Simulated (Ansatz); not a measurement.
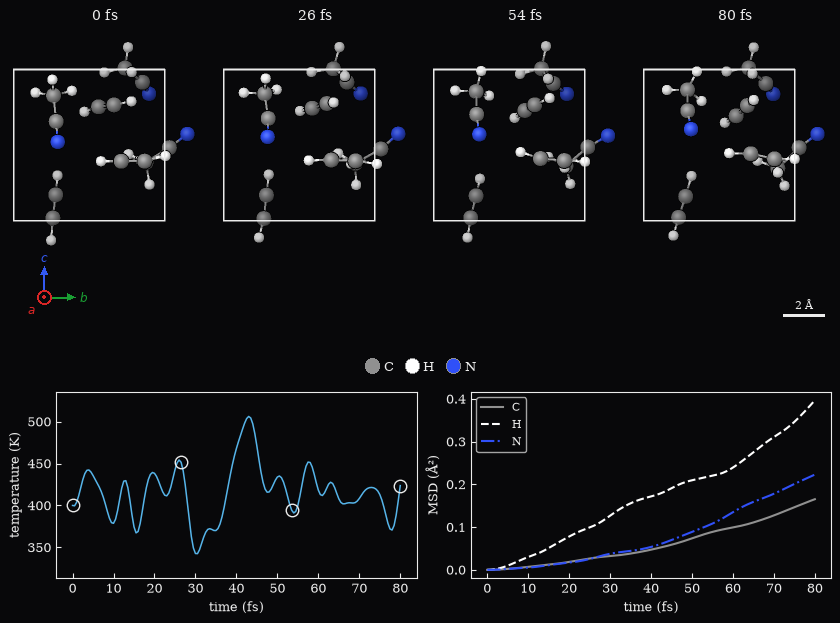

A Born-Oppenheimer molecular dynamics run of a periodic cell with 3 C2H2 + 3 CH3CN at 0.788 g/cm³, 80 fs long. It starts from the last geometry of an earlier run, with fresh velocities. Frames and the history of the run. Style: ball-and-stick. Shown: the simulation cell, along the a axis.

All numbers below come from DFT PBE-D3(BJ), scalar-relativistic, plane waves, PAW in Ansatz. Settings: plane-wave cutoff 420 eV; k-point mesh 1 × 1 × 1; Fermi-Dirac smearing 0.05 eV; low-accuracy preset; constant energy (NVE); velocities drawn for 400 K; time step 0.5 fs; H given the mass 2.014 u.

Input file:
```yaml
accuracy: low
crystal:
  lattice:
    - [7.511981, 0.0, 0.0]
    - [0.0, 7.511981, 0.0]
    - [0.0, 0.0, 7.511981]
  atoms:
    - { symbol: C, position: [0.1702571, 0.27829843, 0.17092577] }
    - { symbol: C, position: [0.21164651, 0.25979933, 0.01747455] }
    - { symbol: H, position: [0.22970157, 0.24841299, -0.13015555] }
    - { symbol: H, position: [0.12158989, 0.29065063, 0.29928171] }
    - { symbol: C, position: [0.50038468, 0.66409631, 0.76572698] }
    - { symbol: C, position: [0.37448026, 0.56160701, 0.75308425] }
    - { symbol: H, position: [0.27536908, 0.46820964, 0.72030119] }
    - { symbol: H, position: [0.57088322, 0.77895551, 0.78932014] }
    - { symbol: C, position: [0.90841, 0.8662274, 0.3937842] }
    - { symbol: C, position: [0.89625362, 0.7115334, 0.39298217] }
    - { symbol: H, position: [0.84625161, 0.57779724, 0.39295806] }
    - { symbol: H, position: [0.92159337, 1.00433456, 0.42762957] }
    - { symbol: C, position: [0.4310858, 0.87601041, 0.38682806] }
    - { symbol: C, position: [0.38628072, 1.0300726, 0.48299409] }
    - { symbol: "N", position: [0.33800332, 1.14915201, 0.57310757] }
    - { symbol: H, position: [0.41200876, 0.89866756, 0.23850231] }
    - { symbol: H, position: [0.58273779, 0.8390284, 0.39985131] }
    - { symbol: H, position: [0.37086446, 0.75953258, 0.43946906] }
    - { symbol: C, position: [0.75693148, 0.26421906, 0.82795422] }
    - { symbol: C, position: [0.83287286, 0.28132733, 0.65627785] }
    - { symbol: "N", position: [0.90101133, 0.29187337, 0.5210303] }
    - { symbol: H, position: [0.67026021, 0.38508774, 0.85907627] }
    - { symbol: H, position: [0.67688028, 0.14468814, 0.84654335] }
    - { symbol: H, position: [0.84700966, 0.25635941, 0.93257914] }
    - { symbol: C, position: [1.07797331, 0.7369453, 1.0094254] }
    - { symbol: C, position: [0.946718, 0.85221376, 0.91560681] }
    - { symbol: "N", position: [0.81685184, 0.89584032, 0.8389946] }
    - { symbol: H, position: [1.21828609, 0.78098598, 0.98257008] }
    - { symbol: H, position: [1.0586206, 0.75708274, 1.14709952] }
    - { symbol: H, position: [1.05322074, 0.60025447, 0.98097915] }
basis:
  ecutwfc: 420.0
kpoints:
  mp_grid: { grid: [1, 1, 1] }
hamiltonian:
  xc: pbe
  dispersion: d3bj
scf:
  occupations: { method: fermi_dirac, width: 0.05 }
  lower_state_search: "off"
md:
  timestep: 0.5
  n_steps: 160
  ensemble: nve
  temperature: 400.0
  initial_velocities: maxwell_boltzmann
  seed: 123432
  masses: [{ species: H, mass: 2.014 }]
```

Command:
```bash
ansatz run input.yaml --threads 1 --pin off --max-ram 3072MiB --backend cpu --events-out ev --progress --plain --runs-dir out
```

Question: Describe the run.

Answer: Over the second half the temperature averages 425 K (spread ±31 K). The potential energy in the second half lies on average 3.2 meV per atom below the first frame. In the second half of the run the atoms are, in the root-mean-square, this far from where they began (common drift taken out): H 0.51 Å, N 0.37 Å, C 0.32 Å. The heavy atoms stay within a fraction of a molecule's size of their starting places; so short a run doesn't tell a liquid from a solid. The total energy stays between −0.11 and 0.033 meV per atom of its start. A straight-line fit has a slope that amounts to +0.0072 meV per atom over 80 fs (under 0.1 % of the mean kinetic energy), and the ripple about it is 0.7 % of the kinetic energy's fluctuation. With a drift under 2 % and a ripple under 7 %, the integration is accurate.

Limits of the set-up: the program's low-accuracy preset was used; masses were changed (H 2.014 u), which shifts the vibrations; the periodic images lie only 7.5 Å apart, so the values are limited by the cell's size.
